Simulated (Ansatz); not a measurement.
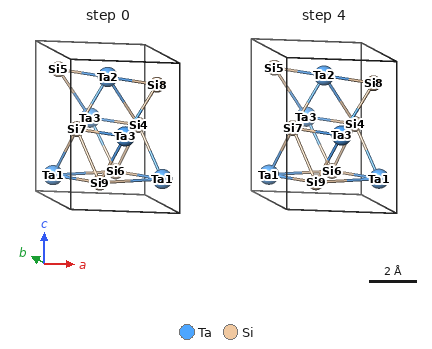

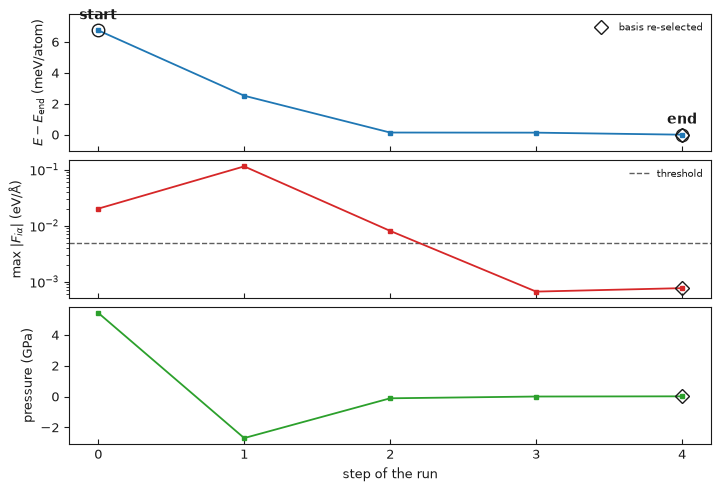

First and last geometry of a relaxation of solid TaSi2 (set up in P6_222), with the history of the run. A ball-and-stick model of the cell of the calculation, seen slightly off an axis.

Computed with Ansatz, DFT PBE, scalar-relativistic, plane waves, PAW. Settings: plane-wave cutoff 420 eV; k-point mesh 12 × 12 × 6; occupations gaussian; smearing width 0.1 eV; no spin polarisation; cell and atoms relaxed; force threshold 0.005 eV/Å; at most 80 steps.

### What do the curves and the structures tell?

It converged. The atoms keep their places relative to the cell (all moves are under 0.005 Å). Cell: a = b 4.769 → 4.806 Å (+0.8 %), c 6.521 → 6.597 Å (+1.2 %). Volume +2.7 %. Some distances before and after: Ta1–Ta2 3.227 → 3.257 Å, Si4–Si5 2.538 → 2.566 Å, Ta1–Si4 2.592 → 2.618 Å, Si4–Si7 2.620 → 2.645 Å. The space group stays P6_222 (No. 180). Over 3 accepted moves (4 points after the start) the energy falls by 6.8 meV per atom. Largest force component: 0.02 eV/Å at the start, 0.00077 eV/Å at the end. Pressure: 5.43 GPa at the start and 0.02 GPa at the end. The SCF was repeated once at an unchanged geometry on a basis and grid sized afresh for the cell, which shifted the energy by 0.1 meV per atom at most. The run took 12 s on 8 threads of Intel(R) Xeon(R) 6975P-C (Granite Rapids), with other jobs on the host, peak memory 0.81 GiB.
